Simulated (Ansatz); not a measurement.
Geometry relaxation of C (part 3 of 3)

Continued. System: C (Fmmm, 2 atoms in the cell). Method: DFT PBE, scalar-relativistic, plane waves, PAW, no spin polarisation (Ansatz 0.2.0); cutoff 420 eV, 14×14×14 k-mesh, Gaussian smearing of 0.02 eV. The structure derives from an entry of the Crystallography Open Database.

Geometry of the input (Å; fractional positions):
```
0.0000  2.1270  3.3480
1.2280  0.0000  3.3480
1.2280  2.1270  0.0000
C  0.1667  0.8333  0.1667
C  0.8333  0.1667  0.8333
```

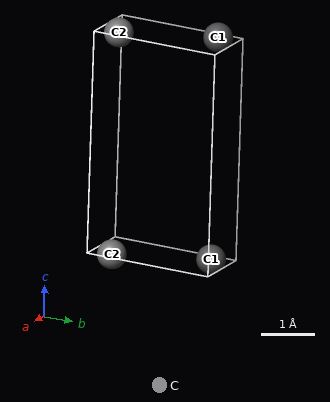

Fig. 1: The geometry at step 12 of the log (ball-and-stick view of the reduced cell, seen slightly off an axis; atoms are numbered from 1 in the order of the input).

### Output, continued
```
relax step  23: F+E_penalty+E_count = -501.88846412 eV  Δ(F+E_penalty+E_count) = -5.865e-4 eV  max|allowed force component| = 9.949e-5 eV/Å  Δτ_max = 0.0000 Å  P = +0.012 GPa  Ω = 22.517 Å³  stress off target by 5.59e-2 GPa  SCF on the basis re-selected at this cell (its energy is not comparable with the rows above)  (4 SCF iters)
basis re-selected at this cell: Δ(F+E_penalty+E_count) = -5.865e-4 eV, ΔP = +0.010 GPa vs the last step (what re-selecting the basis moved, of the pressure what is left beyond the Pulay correction that the steps carried, after the strain that the cell walked since its last selection, with what the two solves' SCF thresholds leave and, on support functions, any second-order correction that the steps lacked; it is no measure of the basis error at this ecutwfc). This SCF's stress stands 5.59e-2 GPa from its target on what of the cell is left free (relax.cell.stress_tol is 5.00e-2 GPa) and its largest allowed force component is 9.95e-5 eV/Å (relax.f_tol is 5.00e-3 eV/Å): not within both, so this SCF does not close the relaxation
Crystal: 2 atoms, lattice volume = 22.668 Å³
preconditioner: auto → none  [insulator: Δε(μ)=1.036 eV  Ē_g=17.843 eV  σ=0.020 eV  W_gap=1.00  n_scr=2 (ndim 8)  ℏωp=22.1 eV  f_vac=0.244  D(μ)=0.00/eV (n_scr^D=0)  ε∞_Penn≈2.5]
SCF 24 converged in 5 iterations: F = -501.888028 eV  dr2 = 8.34e-12
relax step  24: F+E_penalty+E_count = -501.88802848 eV  Δ(F+E_penalty+E_count) = +4.356e-4 eV  max|allowed force component| = 4.966e-5 eV/Å  Δτ_max = 0.0000 Å  P = +0.001 GPa  Ω = 22.668 Å³  energy of the carried Pulay correction = -4.636e-4 eV  (5 SCF iters, accepted)
Basis set: ecut = 420 eV, 417 PW (Γ), exchange–correlation on 72×60×36 points (8 copies of the dense FFT grid, shifted against one another)
iter 1 solved again at ethr=8.16e-8 eV; its pass at ethr=3.10e-3 eV (dr2=6.53e-6 eV) is discarded
SCF iter   1: F=—  HF=-501.888511 eV  |F-HF|=—  |Δ(HF+E_count)|=         —  Δρ=4.59e-5  dr2=6.72e-8  ethr=8.16e-8  ⟨swp⟩=3.0  Hψ=34791  notcnv=0
preconditioner: auto → none  [insulator: Δε(μ)=1.038 eV  Ē_g=17.854 eV  σ=0.020 eV  W_gap=1.00  n_scr=2 (ndim 8)  ℏωp=22.1 eV  f_vac=0.243  D(μ)=0.00/eV (n_scr^D=0)  ε∞_Penn≈2.5]
SCF iter   2: F=—  HF=-501.888510 eV  |F-HF|=—  |Δ(HF+E_count)|=   6.34e-7  Δρ=2.29e-5  dr2=1.43e-8  ethr=8.40e-10  ⟨swp⟩=2.8  Hψ=5180  notcnv=0
SCF iter   3: F=—  HF=-501.888510 eV  |F-HF|=—  |Δ(HF+E_count)|=   1.09e-7  Δρ=2.00e-6  dr2=1.22e-10  ethr=1.79e-10  ⟨swp⟩=2.2  Hψ=5074  notcnv=0
SCF iter   4: F=-501.888510 eV  HF=-501.888510 eV  |F-HF|=3.98e-12  |Δ(HF+E_count)|=  9.31e-10  Δρ=1.80e-7  dr2=2.24e-12  ethr=1.00e-12  ⟨swp⟩=6.6  Hψ=13798  notcnv=0
SCF 25 converged in 4 iterations: F = -501.888510 eV  dr2 = 2.24e-12
relax step  25: F+E_penalty+E_count = -501.88851032 eV  Δ(F+E_penalty+E_count) = -4.818e-4 eV  max|allowed force component| = 6.352e-5 eV/Å  Δτ_max = 0.0000 Å  P = +0.009 GPa  Ω = 22.668 Å³  stress off target by 4.02e-2 GPa  SCF on the basis re-selected at this cell (its energy is not comparable with the rows above)  (4 SCF iters)
basis re-selected at this cell: Δ(F+E_penalty+E_count) = -4.818e-4 eV, ΔP = +0.008 GPa vs the last step (what re-selecting the basis moved, of the pressure what is left beyond the Pulay correction that the steps carried, after the strain that the cell walked since its last selection, with what the two solves' SCF thresholds leave and, on support functions, any second-order correction that the steps lacked; it is no measure of the basis error at this ecutwfc). The dense FFT grid was sized anew with the basis: this SCF ran on 36×30×18 points, the steps before it on 32×30×18, so part of this shift can come from that change (see relax.cell in the input reference). This SCF's stress stands 4.02e-2 GPa from its target on what of the cell is left free (relax.cell.stress_tol is 5.00e-2 GPa) and its largest allowed force component is 6.35e-5 eV/Å (relax.f_tol is 5.00e-3 eV/Å): within both
SCF converged after 4 iterations
Free energy (F): -501.888510 eV
Harris-Foulkes:  -501.888510 eV  (|F-HF|=3.98e-12)
Internal energy: -501.888510 eV  (E = F + TS)
E sigma→0 (E₀):  -501.888510 eV
Fermi energy:    4.551248 eV
--- Per-component energies (eV) ---
  E_band       = -36.984204
  E_kinetic    = 181.603834
  E_local      = -458.977954  (includes V_loc(G=0)·N_el)
  E_nonlocal   = 54.568833
  E_hartree    = 159.078393
  E_xc         = -95.921512
  E_vxc        = -118.741644  (∫ρ·V_xc dr)
  E_paw        = -198.677254  (= ΣΔE_a)
  E_vpaw       = -13.594069  (= ΣTr[D̂ρ^β])
  E_aug_tail   = 0.000015  (compensation charges beyond the density's cutoff)
  E_ewald      = -143.562866
  E_smearing   = -0.000000  (= −TS)
  E_closure    = 0.000000  (closes the sum)
  Σ components = -501.888510   (vs F -501.888510, Δ=0.00e0)
--- Forces (eV/Å), atoms counted from 1 ---
  atom   1  C      0.00000000    -0.00006352     0.00000000
  atom   2  C     -0.00000000     0.00006352     0.00000000
  max |Σ_I F_I| component: 1.36e-20 eV/Å
--- Stress (GPa, compression-positive) ---
       -0.006909      -0.000000      -0.000000
       -0.000000      -0.007182      -0.000000
       -0.000000      -0.000000       0.040239
  P = ⅓ Tr σ = 0.0087 GPa (0.087 kbar)
--- Band table (eV; the first three rows and the last of 428) ---
  k-point 0: bands = ["-15.0090", "-2.8607", "1.4774", "1.4777", "7.5822", "12.8448", "12.8517", "15.9220"]
  k-point 1: bands = ["-14.8882", "-2.7244", "0.9924", "1.2239", "7.7666", "12.9050", "13.3597", "15.5010"]
  k-point 2: bands = ["-14.5264", "-2.3174", "-0.2756", "0.5955", "8.3185", "12.9064", "14.3440", "14.7595"]
  k-point 427: bands = ["-14.9764", "-3.3142", "1.4757", "1.4780", "10.8024", "12.8427", "12.8468", "14.7441"]
--- Relaxed structure (17 steps of the walk, 17 accepted, 8 SCFs on fresh bases) ---
  F+E_penalty+E_count = -501.88851032 eV   max|allowed force component| = 6.352e-5 eV/Å   (the final SCF, on the basis selected at the relaxed cell)
  cell:  # Å, volume = 22.6682 Å³
    - [0.0, 2.1360309728713576, 4.302611872124557]
    - [1.2332396434537176, 0.0, 4.302611872124557]
    - [1.2332396434537176, 2.1360309728713576, 0.0]
  atoms:
    - { symbol: C, position: [0.16667121932584728, 0.8333287806741527, 0.16667121932584728] }
    - { symbol: C, position: [0.833328780674153, 0.16667121932584705, 0.833328780674153] }
```

### Trajectory as extended XYZ (Å, eV, eV/Å), 25 frames, from step=1 to step=25
```
2
Lattice="0.0000 2.1270 3.3480 1.2280 0.0000 3.3480 1.2280 2.1270 0.0000" Properties=species:S:1:pos:R:3:forces:R:3 step=1 energy=-501.85173 pressure_GPa=4.60
C     1.2280    0.7090    3.3480    0.0000   0.0314   0.0000
C     1.2280    3.5450    3.3480    0.0000  -0.0314   0.0000
2
Lattice="0.0000 2.1324 3.5112 1.2313 0.0000 3.5112 1.2313 2.1324 0.0000" Properties=species:S:1:pos:R:3:forces:R:3 step=2 energy=-501.86455 pressure_GPa=1.49
C     1.2313    0.7110    3.5112    0.0000   0.0061   0.0000
C     1.2313    3.5538    3.5112    0.0000  -0.0061   0.0000
2
Lattice="0.0000 2.1352 3.6054 1.2328 0.0000 3.6054 1.2328 2.1352 0.0000" Properties=species:S:1:pos:R:3:forces:R:3 step=3 energy=-501.86550 pressure_GPa=0.01
C     1.2328    0.7119    3.6054    0.0000  -0.0025   0.0000
C     1.2328    3.5585    3.6054    0.0000   0.0025   0.0000
2
Lattice="0.0000 2.1351 3.6177 1.2327 0.0000 3.6177 1.2327 2.1351 0.0000" Properties=species:S:1:pos:R:3:forces:R:3 step=4 energy=-501.86534 pressure_GPa=-0.02
C     1.2327    0.7119    3.6177    0.0000  -0.0016   0.0000
C     1.2327    3.5584    3.6177    0.0000   0.0016   0.0000
2
Lattice="0.0000 2.1351 3.6177 1.2327 0.0000 3.6177 1.2327 2.1351 0.0000" Properties=species:S:1:pos:R:3:forces:R:3 step=5 energy=-501.87680 pressure_GPa=0.71
C     1.2327    0.7119    3.6177    0.0000  -0.0019   0.0000
C     1.2327    3.5584    3.6177    0.0000   0.0019   0.0000
2
Lattice="0.0000 2.1354 3.7347 1.2329 0.0000 3.7347 1.2329 2.1354 0.0000" Properties=species:S:1:pos:R:3:forces:R:3 step=6 energy=-501.87872 pressure_GPa=0.42
C     1.2329    0.7119    3.7347    0.0000   0.0036   0.0000
C     1.2329    3.5589    3.7347    0.0000  -0.0036   0.0000
2
Lattice="0.0000 2.1360 3.8440 1.2332 0.0000 3.8440 1.2332 2.1360 0.0000" Properties=species:S:1:pos:R:3:forces:R:3 step=7 energy=-501.87734 pressure_GPa=0.02
C     1.2332    0.7120    3.8440    0.0000   0.0049   0.0000
C     1.2332    3.5599    3.8440    0.0000  -0.0049   0.0000
2
Lattice="0.0000 2.1360 3.8494 1.2332 0.0000 3.8494 1.2332 2.1360 0.0000" Properties=species:S:1:pos:R:3:forces:R:3 step=8 energy=-501.87719 pressure_GPa=-0.00
C     1.2332    0.7121    3.8494    0.0000   0.0022   0.0000
C     1.2332    3.5600    3.8494    0.0000  -0.0022   0.0000
2
Lattice="0.0000 2.1360 3.8494 1.2332 0.0000 3.8494 1.2332 2.1360 0.0000" Properties=species:S:1:pos:R:3:forces:R:3 step=9 energy=-501.88465 pressure_GPa=0.16
C     1.2332    0.7121    3.8494    0.0000   0.0024   0.0000
C     1.2332    3.5600    3.8494    0.0000  -0.0024   0.0000
2
Lattice="0.0000 2.1360 3.9599 1.2333 0.0000 3.9599 1.2333 2.1360 0.0000" Properties=species:S:1:pos:R:3:forces:R:3 step=10 energy=-501.88403 pressure_GPa=0.03
C     1.2333    0.7121    3.9599    0.0000  -0.0018   0.0000
C     1.2333    3.5599    3.9599    0.0000   0.0018   0.0000
2
Lattice="0.0000 2.1360 4.0058 1.2333 0.0000 4.0058 1.2333 2.1360 0.0000" Properties=species:S:1:pos:R:3:forces:R:3 step=11 energy=-501.88318 pressure_GPa=-0.01
C     1.2333    0.7121    4.0058    0.0000  -0.0012   0.0000
C     1.2333    3.5600    4.0058    0.0000   0.0012   0.0000
2
Lattice="0.0000 2.1360 4.0058 1.2333 0.0000 4.0058 1.2333 2.1360 0.0000" Properties=species:S:1:pos:R:3:forces:R:3 step=12 energy=-501.88699 pressure_GPa=0.07
C     1.2333    0.7121    4.0058    0.0000  -0.0012   0.0000
C     1.2333    3.5600    4.0058    0.0000   0.0012   0.0000
2
Lattice="0.0000 2.1360 4.0810 1.2332 0.0000 4.0810 1.2332 2.1360 0.0000" Properties=species:S:1:pos:R:3:forces:R:3 step=13 energy=-501.88616 pressure_GPa=0.03
C     1.2332    0.7120    4.0810    0.0000  -0.0001   0.0000
C     1.2332    3.5600    4.0810    0.0000   0.0001   0.0000
2
Lattice="0.0000 2.1360 4.1115 1.2332 0.0000 4.1115 1.2332 2.1360 0.0000" Properties=species:S:1:pos:R:3:forces:R:3 step=14 energy=-501.88562 pressure_GPa=0.00
C     1.2332    0.7120    4.1115    0.0000   0.0002   0.0000
C     1.2332    3.5600    4.1115    0.0000  -0.0002   0.0000
2
Lattice="0.0000 2.1360 4.1115 1.2332 0.0000 4.1115 1.2332 2.1360 0.0000" Properties=species:S:1:pos:R:3:forces:R:3 step=15 energy=-501.88786 pressure_GPa=0.04
C     1.2332    0.7120    4.1115    0.0000   0.0001   0.0000
C     1.2332    3.5600    4.1115    0.0000  -0.0001   0.0000
2
Lattice="0.0000 2.1360 4.1704 1.2332 0.0000 4.1704 1.2332 2.1360 0.0000" Properties=species:S:1:pos:R:3:forces:R:3 step=16 energy=-501.88707 pressure_GPa=0.01
C     1.2332    0.7120    4.1704    0.0000   0.0005   0.0000
C     1.2332    3.5600    4.1704    0.0000  -0.0005   0.0000
2
Lattice="0.0000 2.1360 4.1858 1.2332 0.0000 4.1858 1.2332 2.1360 0.0000" Properties=species:S:1:pos:R:3:forces:R:3 step=17 energy=-501.88680 pressure_GPa=-0.00
C     1.2332    0.7120    4.1858    0.0000   0.0003   0.0000
C     1.2332    3.5600    4.1858    0.0000  -0.0003   0.0000
2
Lattice="0.0000 2.1360 4.1858 1.2332 0.0000 4.1858 1.2332 2.1360 0.0000" Properties=species:S:1:pos:R:3:forces:R:3 step=18 energy=-501.88822 pressure_GPa=0.03
C     1.2332    0.7120    4.1858    0.0000   0.0003   0.0000
C     1.2332    3.5600    4.1858    0.0000  -0.0003   0.0000
2
Lattice="0.0000 2.1360 4.2314 1.2332 0.0000 4.2314 1.2332 2.1360 0.0000" Properties=species:S:1:pos:R:3:forces:R:3 step=19 energy=-501.88756 pressure_GPa=0.00
C     1.2332    0.7120    4.2314    0.0000   0.0000   0.0000
C     1.2332    3.5600    4.2314    0.0000   0.0000   0.0000
2
Lattice="0.0000 2.1360 4.2396 1.2332 0.0000 4.2396 1.2332 2.1360 0.0000" Properties=species:S:1:pos:R:3:forces:R:3 step=20 energy=-501.88742 pressure_GPa=-0.00
C     1.2332    0.7120    4.2396    0.0000   0.0000   0.0000
C     1.2332    3.5600    4.2396    0.0000   0.0000   0.0000
2
Lattice="0.0000 2.1360 4.2396 1.2332 0.0000 4.2396 1.2332 2.1360 0.0000" Properties=species:S:1:pos:R:3:forces:R:3 step=21 energy=-501.88839 pressure_GPa=0.02
C     1.2332    0.7120    4.2396    0.0000  -0.0001   0.0000
C     1.2332    3.5600    4.2396    0.0000   0.0001   0.0000
2
Lattice="0.0000 2.1360 4.2740 1.2332 0.0000 4.2740 1.2332 2.1360 0.0000" Properties=species:S:1:pos:R:3:forces:R:3 step=22 energy=-501.88788 pressure_GPa=0.00
C     1.2332    0.7120    4.2740    0.0000  -0.0001   0.0000
C     1.2332    3.5600    4.2740    0.0000   0.0001   0.0000
2
Lattice="0.0000 2.1360 4.2740 1.2332 0.0000 4.2740 1.2332 2.1360 0.0000" Properties=species:S:1:pos:R:3:forces:R:3 step=23 energy=-501.88846 pressure_GPa=0.01
C     1.2332    0.7120    4.2740    0.0000  -0.0001   0.0000
C     1.2332    3.5600    4.2740    0.0000   0.0001   0.0000
2
Lattice="0.0000 2.1360 4.3026 1.2332 0.0000 4.3026 1.2332 2.1360 0.0000" Properties=species:S:1:pos:R:3:forces:R:3 step=24 energy=-501.88803 pressure_GPa=0.00
C     1.2332    0.7120    4.3026    0.0000  -0.0001   0.0000
C     1.2332    3.5600    4.3026    0.0000   0.0001   0.0000
2
Lattice="0.0000 2.1360 4.3026 1.2332 0.0000 4.3026 1.2332 2.1360 0.0000" Properties=species:S:1:pos:R:3:forces:R:3 step=25 energy=-501.88851 pressure_GPa=0.01
C     1.2332    0.7120    4.3026    0.0000  -0.0001   0.0000
C     1.2332    3.5600    4.3026    0.0000   0.0001   0.0000
```

### Key numbers

```json
{"quantity": "outcome", "value": "converged"}
{"quantity": "space group (tolerance 0.01 Å)", "value": "Fmmm (69)"}
{"quantity": "electrons treated", "value": "8"}
{"quantity": "free energy", "value": "−501.8885 eV"}
{"quantity": "Fermi energy", "value": "4.551 eV"}
{"quantity": "gap on the k-point mesh", "value": "1.04 eV"}
{"quantity": "pressure", "value": "0.01 GPa"}
{"quantity": "final volume", "value": "22.67 Å³"}
{"quantity": "largest force (length of the vector) at the end", "value": "under 0.001 eV/Å"}
{"quantity": "final cell", "value": "a = 4.804 Å, b = 4.476 Å, c = 2.466 Å, α = 82.08°, β = 67.35°, γ = 30.57°"}
{"quantity": "hardware", "value": "2 threads of AMD EPYC (Zen 5), 32 GiB of memory available, shared host"}
{"quantity": "wall time", "value": "32 s (CPU time 63 s)"}
{"quantity": "peak memory", "value": "0.45 GiB"}
```
